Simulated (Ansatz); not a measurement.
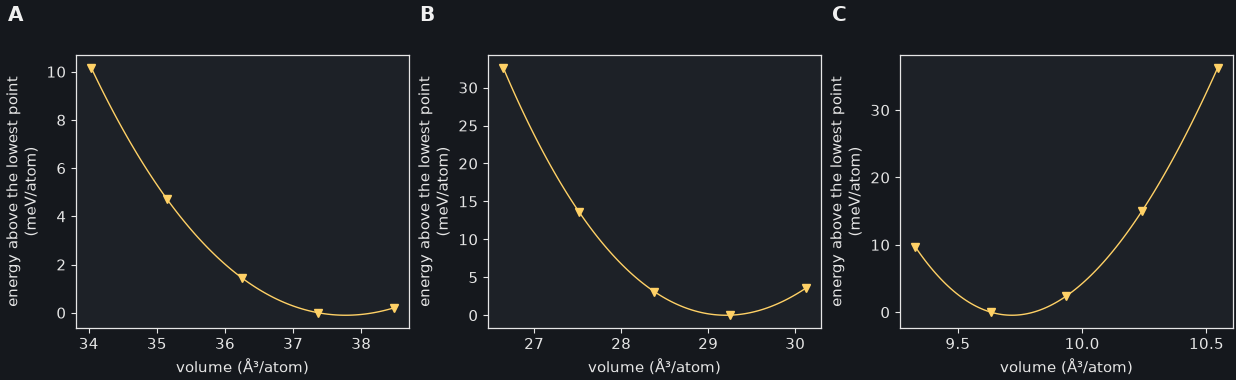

Each panel shows the energy above the lowest point against volume for one of these solids: Lu, Fm-3m (No. 225); Na, Im-3m (No. 229); ZnO, Fm-3m (No. 225).

Calculation (Ansatz 0.2.0 development build): equation of state of a cubic crystal from periodic Kohn-Sham density functional theory without spin, third-order Birch-Murnaghan fit to the free energies; pressure corrected for the finite basis. Level: r2SCAN.

Which panel belongs to which solid?

Answer. A is Na (energy above the lowest point from 0.0 meV/atom to 10.2 meV/atom, V0 37.77 Å³/atom, B0 7.59 GPa); B is Lu (energy above the lowest point from 0.0 meV/atom to 32.6 meV/atom, V0 29.2 Å³/atom, B0 41.4 GPa); C is ZnO (energy above the lowest point from 0.0 meV/atom to 36.3 meV/atom, V0 9.718 Å³/atom, B0 194 GPa).

For Lu, limits of the calculation: cubic model structure, not the ambient form.

For ZnO, limits of the calculation: cubic model structure, not the ambient form.
